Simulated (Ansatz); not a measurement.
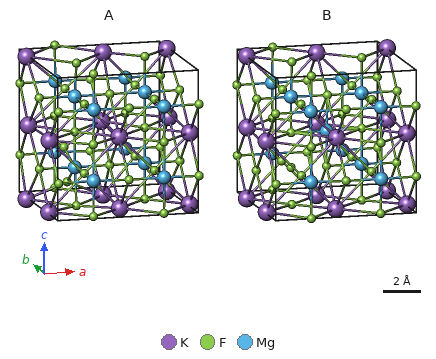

Two geometries of a defect cell of composition K₈F₂₅Mg₈, drawn at one scale. One is the start of a relaxation, the other its converged end. A ball-and-stick model of the cell of the calculation (origin shifted), seen slightly off an axis.

These are results of DFT, PBEsol, PAW, plane waves in Ansatz, not measurements. Settings: plane-wave cutoff 420 eV; k-point mesh 1 × 1 × 1; mesh shifted by (0.25, 0.25, 0.25); collinear spin; atoms relaxed in a fixed cell; force threshold 0.03 eV/Å; at most 80 steps.

Which one is relaxed?

Structure A is the relaxed one. The largest move is that of a Mg atom, 2.72 Å along [−1 0 −1]. Largest moves by element: Mg 2.72 Å, F 1.85 Å, K 0.25 Å. The cell doesn't change. Near-neighbour distances that change, for instance: F–Mg 4.470 → 1.997 Å, F–Mg 1.995 → 4.461 Å, F–Mg 4.458 → 2.107 Å, K–Mg 2.041 → 3.566 Å. New bonds form: F–K (3.45 → 2.43 Å), F–K (3.48 → 2.42 Å), F–Mg (2.79 → 1.97 Å), F–Mg (3.45 → 2.35 Å). Bonds break: F–Mg (2.00 → 4.46 Å), F–Mg (2.01 → 4.46 Å). Bond angles that change, for instance: Mg–F–Mg 89.4° → 178.1°, Mg–F–Mg 90.6° → 178.6°, K–F–Mg 136.1° → 89.1°. Over 19 geometry steps the energy falls by 12.786 eV per cell of the calculation. Largest force component: 6.1 eV/Å at the start, 0.012 eV/Å at the end.

Limits of the set-up: the periodic images lie only 8.0 Å apart, so the values are limited by the cell's size.
